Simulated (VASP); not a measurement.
# Geometry relaxation of Si (part 2 of 2)

Continued. System: Si (1 atom in the cell). Method: Kohn-Sham DFT of a periodic cell, vdW-DF, VASP PAW PBE potentials, recommended, no spin polarisation (VASP 6.6.1); cutoff 600 eV, 12×12×11 k-mesh, fermi-dirac of 0.05 eV. The structure derives from a Materials Project entry.

Geometry of the input (Å; fractional positions):
```
2.6205  0.0000  0.0000
-1.3103  2.2695  0.0000
0.0000  0.0000  2.4664
Si 0.0000  0.0000  0.0000
```

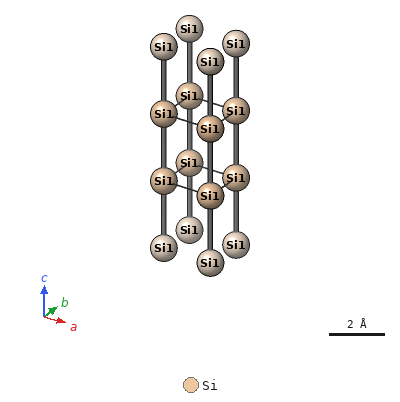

**Figure 1.** The geometry at step 2 of the log (ball-and-stick view of the cell of the calculation, seen slightly off an axis; neighbours outside the cell are drawn fainter; atoms are numbered from 1 in the order of the input).

Parts of OUTCAR, continued
```
 -----------------------------------------------------------------------------
  energy-cutoff  :      600.00
  volume of cell :       14.67
      direct lattice vectors                 reciprocal lattice vectors
     2.620542815  0.000000000  0.000000000     0.381600329  0.220317053  0.000000000
    -1.310271407  2.269456649  0.000000000     0.000000000  0.440634105  0.000000000
     0.000000000  0.000000000  2.466354390     0.000000000  0.000000000  0.405456736

 POSITION                                       TOTAL-FORCE (eV/Angst)
 -----------------------------------------------------------------------------------
      0.00000      0.00000      0.00000        -0.000000      0.000000      0.000000
 -----------------------------------------------------------------------------------
    total drift:                                0.000000      0.000000      0.000000

  FREE ENERGIE OF THE ION-ELECTRON SYSTEM (eV)
  ---------------------------------------------------
  free  energy   TOTEN  =        -3.2451605803 eV

  energy  without entropy=       -3.2420870031  energy(sigma->0) =       -3.24362379

Total vdW correction in eV:      0.3707442

--------------------------------------- Ionic step        2  -------------------------------------------

 number of electron       4.0000000 magnetization

------------------------ aborting loop because EDIFF is reached ----------------------------------------

  FORCE on cell =-STRESS in cart. coord.  units (eV):
  Direction    XX          YY          ZZ          XY          YZ          ZX
  --------------------------------------------------------------------------------------
  -------------------------------------------------------------------------------------
  Total       -0.1454834     -0.1454834     -0.4247362      0.0000000      0.0000000      0.0000000
  in kB      -14.2561826    -14.2561826    -41.6206655      0.0000000      0.0000000      0.0000000
  external PRESSURE =     -23.3776769 kB  Pullay stress =       0.0000000 kB

 VOLUME and BASIS-vectors are now :
 -----------------------------------------------------------------------------
  energy-cutoff  :      600.00
  volume of cell :       16.35
      direct lattice vectors                 reciprocal lattice vectors
     2.705430105 -0.000000000  0.000000000     0.369626995  0.213404245  0.000000000
    -1.352715053  2.342971199 -0.000000000     0.000000000  0.426808490  0.000000000
     0.000000000 -0.000000000  2.579393302     0.000000000  0.000000000  0.387688066

 POSITION                                       TOTAL-FORCE (eV/Angst)
 -----------------------------------------------------------------------------------
      2.70543     -0.00000      0.00000         0.000000      0.000000      0.000000
 -----------------------------------------------------------------------------------
    total drift:                               -0.000000      0.000000      0.000000

  FREE ENERGIE OF THE ION-ELECTRON SYSTEM (eV)
  ---------------------------------------------------
  free  energy   TOTEN  =        -3.2701011185 eV

  energy  without entropy=       -3.2668275763  energy(sigma->0) =       -3.26846435

Total vdW correction in eV:      0.4074973

--------------------------------------- Ionic step        3  -------------------------------------------

 number of electron       4.0000000 magnetization

------------------------ aborting loop because EDIFF is reached ----------------------------------------

  FORCE on cell =-STRESS in cart. coord.  units (eV):
  Direction    XX          YY          ZZ          XY          YZ          ZX
  --------------------------------------------------------------------------------------
  -------------------------------------------------------------------------------------
  Total        0.0580455      0.0580455     -0.0836224     -0.0000000      0.0000000      0.0000000
  in kB        5.8697691      5.8697691     -8.4561969     -0.0000000      0.0000000      0.0000000
  external PRESSURE =       1.0944471 kB  Pullay stress =       0.0000000 kB

 VOLUME and BASIS-vectors are now :
 -----------------------------------------------------------------------------
  energy-cutoff  :      600.00
  volume of cell :       15.84
      direct lattice vectors                 reciprocal lattice vectors
     2.680507790 -0.000000000  0.000000000     0.373063642  0.215388394  0.000000000
    -1.340253895  2.321387842 -0.000000000     0.000000000  0.430776789  0.000000000
     0.000000000 -0.000000000  2.546205868     0.000000000  0.000000000  0.392741220

 POSITION                                       TOTAL-FORCE (eV/Angst)
 -----------------------------------------------------------------------------------
     -0.00000      0.00000      0.00000        -0.000000     -0.000000      0.000000
 -----------------------------------------------------------------------------------
    total drift:                               -0.000000      0.000000      0.000000

  FREE ENERGIE OF THE ION-ELECTRON SYSTEM (eV)
  ---------------------------------------------------
  free  energy   TOTEN  =        -3.2743362937 eV

  energy  without entropy=       -3.2715645573  energy(sigma->0) =       -3.27295043

Total vdW correction in eV:      0.3965946

--------------------------------------- Ionic step        4  -------------------------------------------

 number of electron       4.0000000 magnetization

------------------------ aborting loop because EDIFF is reached ----------------------------------------

  FORCE on cell =-STRESS in cart. coord.  units (eV):
  Direction    XX          YY          ZZ          XY          YZ          ZX
  --------------------------------------------------------------------------------------
  -------------------------------------------------------------------------------------
  Total       -0.0143147     -0.0143147      0.0251419      0.0000000     -0.0000000      0.0000000
  in kB       -1.4441677     -1.4441677      2.5364994      0.0000000     -0.0000000      0.0000000
  external PRESSURE =      -0.1172787 kB  Pullay stress =       0.0000000 kB

 VOLUME and BASIS-vectors are now :
 -----------------------------------------------------------------------------
  energy-cutoff  :      600.00
  volume of cell :       15.88
      direct lattice vectors                 reciprocal lattice vectors
     2.688262866 -0.000000000  0.000000000     0.371987432  0.214767044 -0.000000000
    -1.344131433  2.328103934 -0.000000000     0.000000000  0.429534088 -0.000000000
     0.000000000  0.000000000  2.537464119     0.000000000  0.000000000  0.394094243

 POSITION                                       TOTAL-FORCE (eV/Angst)
 -----------------------------------------------------------------------------------
      1.34413      2.32810      2.53746        -0.000000     -0.000000      0.000000
 -----------------------------------------------------------------------------------
    total drift:                                0.000000     -0.000000     -0.000000

  FREE ENERGIE OF THE ION-ELECTRON SYSTEM (eV)
  ---------------------------------------------------
  free  energy   TOTEN  =        -3.2745817333 eV

  energy  without entropy=       -3.2714651853  energy(sigma->0) =       -3.27302346

Total vdW correction in eV:      0.3974314

--------------------------------------- Ionic step        5  -------------------------------------------

 number of electron       4.0000000 magnetization

 Free energy of the ion-electron system (eV)
  ---------------------------------------------------
  ext. energy  EPLUGINS =         0.00000000
  ---------------------------------------------------
  free energy    TOTEN  =        -3.27459858 eV

  energy without entropy =       -3.27156714  energy(sigma->0) =       -3.27308286

 E-fermi :   8.7078     XC(G=0): -10.5817     alpha+bet :-15.1095

 val. band max:        8.6848703530   @ k =   0.3333   0.2500   0.3636
 cond. band min:       8.8025318152   @ k =   0.2500   0.0833   0.1818
 fundamental gap:      0.1176614622
 Fermi energy:         8.7078118058

 k-point     1 :       0.0000    0.0000    0.0000
  band No.  band energies     occupation
      1      -4.6732      2.00000
      2      16.0861      0.00000
      3      16.0887      0.00000
      4      18.2810      0.00000
      5      18.2810      0.00000
      6      20.7978      0.00000

 k-point     2 :       0.0833    0.0000    0.0000
  band No.  band energies     occupation
      1      -4.4887      2.00000
      2      15.1627      0.00000
      3      16.2407      0.00000
      4      17.3709      0.00000
      5      17.6497      0.00000
      6      20.6646      0.00000

 k-point     3 :       0.1667    0.0000    0.0000
  band No.  band energies     occupation
      1      -3.9363      2.00000
      2      12.6220      0.00000
      3      16.0693      0.00000
      4      16.7022      0.00000
      5      16.9813      0.00000
      6      20.7206      0.00000

 k-point     4 :       0.2500    0.0000    0.0000
  band No.  band energies     occupation
      1      -3.0207      2.00000
      2       9.6783      0.00000
      3      14.9861      0.00000
      4      16.3502      0.00000
      5      17.4610      0.00000
      6      21.3045      0.00000

 k-point     5 :       0.3333    0.0000    0.0000
  band No.  band energies     occupation
      1      -1.7518      2.00000
      2       6.8471      2.00000
      3      14.1978      0.00000
      4      15.7798      0.00000
      5      18.4889      0.00000
      6      22.3775      0.00000

 [... the levels of 18 k-points are left out ...]

 k-point    24 :       0.3333    0.0000    0.0909
  band No.  band energies     occupation
      1      -1.5734      2.00000
      2       6.9990      2.00000
      3      14.3479      0.00000
      4      14.9561      0.00000
      5      17.7157      0.00000
      6      24.1094      0.00000

 [... further k-points ...]

------------------------ aborting loop because EDIFF is reached ----------------------------------------

  FORCE on cell =-STRESS in cart. coord.  units (eV):
  Direction    XX          YY          ZZ          XY          YZ          ZX
  --------------------------------------------------------------------------------------
  -------------------------------------------------------------------------------------
  Total        0.0001333      0.0001333      0.0029007     -0.0000000     -0.0000000      0.0000000
  in kB        0.0134544      0.0134544      0.2927700     -0.0000000     -0.0000000      0.0000000
  external PRESSURE =       0.1065596 kB  Pullay stress =       0.0000000 kB

 VOLUME and BASIS-vectors are now :
 -----------------------------------------------------------------------------
  energy-cutoff  :      600.00
  volume of cell :       15.87
      direct lattice vectors                 reciprocal lattice vectors
     2.686775581 -0.000000000  0.000000000     0.372193348  0.214885930 -0.000000000
    -1.343387791  2.326815908 -0.000000000     0.000000000  0.429771860 -0.000000000
     0.000000000  0.000000000  2.539140630     0.000000000  0.000000000  0.393834035

 POSITION                                       TOTAL-FORCE (eV/Angst)
 -----------------------------------------------------------------------------------
      0.00000      0.00000      0.00000        -0.000000      0.000000      0.000000
 -----------------------------------------------------------------------------------
    total drift:                                0.000000     -0.000000      0.000000

  FREE ENERGIE OF THE ION-ELECTRON SYSTEM (eV)
  ---------------------------------------------------
  free  energy   TOTEN  =        -3.2745985756 eV

  energy  without entropy=       -3.2715671402  energy(sigma->0) =       -3.27308286

Total vdW correction in eV:      0.3972601

 reached required accuracy - stopping structural energy minimisation
```

CONTCAR
```
Si
   1.00000000000000
     2.6867755812324958   -0.0000000000014679    0.0000000000000000
    -1.3433877906687828    2.3268159076069708   -0.0000000000000000
     0.0000000000000000    0.0000000000000000    2.5391406303275179
  Si
     1
Direct
     0.0000000000000000    0.0000000000000000    0.0000000000000000

  0.00000000E+00  0.00000000E+00  0.00000000E+00
```

Trajectory as extended XYZ (Å, eV, eV/Å), 5 frames, from step=0 to step=4
```
1
Lattice="2.6205 0.0000 0.0000 -1.3103 2.2695 0.0000 0.0000 0.0000 2.4664" Properties=species:S:1:pos:R:3:forces:R:3 step=0 energy=-3.24516
Si    0.0000    0.0000    0.0000    0.0000   0.0000   0.0000
1
Lattice="2.7054 -0.0000 0.0000 -1.3527 2.3430 -0.0000 0.0000 -0.0000 2.5794" Properties=species:S:1:pos:R:3:forces:R:3 step=1 energy=-3.27010
Si    2.7054    0.0000    0.0000    0.0000   0.0000   0.0000
1
Lattice="2.6805 -0.0000 0.0000 -1.3403 2.3214 -0.0000 0.0000 -0.0000 2.5462" Properties=species:S:1:pos:R:3:forces:R:3 step=2 energy=-3.27434
Si    0.0000    0.0000    0.0000    0.0000   0.0000   0.0000
1
Lattice="2.6883 -0.0000 0.0000 -1.3441 2.3281 -0.0000 0.0000 0.0000 2.5375" Properties=species:S:1:pos:R:3:forces:R:3 step=3 energy=-3.27458
Si    1.3441    2.3281    2.5375    0.0000   0.0000   0.0000
1
Lattice="2.6868 -0.0000 0.0000 -1.3434 2.3268 -0.0000 0.0000 0.0000 2.5391" Properties=species:S:1:pos:R:3:forces:R:3 step=4 energy=-3.27460
Si    0.0000    0.0000    0.0000    0.0000   0.0000   0.0000
```

Key numbers

```csv
quantity,value
outcome,converged
space group (tolerance 0.01 Å),P6/mmm (191)
electrons treated,4
free energy,−3.2746 eV
Fermi energy,8.708 eV
gap on the k-point mesh,none (metallic)
pressure,0.01 GPa
final volume,15.87 Å³
largest force (length of the vector) at the end,under 0.001 eV/Å
final cell,"a = 2.687 Å, b = 2.687 Å, c = 2.539 Å, α = 90.00°, β = 90.00°, γ = 120.00°"
wall time,55 s
peak memory,0.25 GiB
```

Notes

The volume changed by more than 5 % on the plane waves of the start, so the result carries a basis error; a second relaxation from the end is advised.
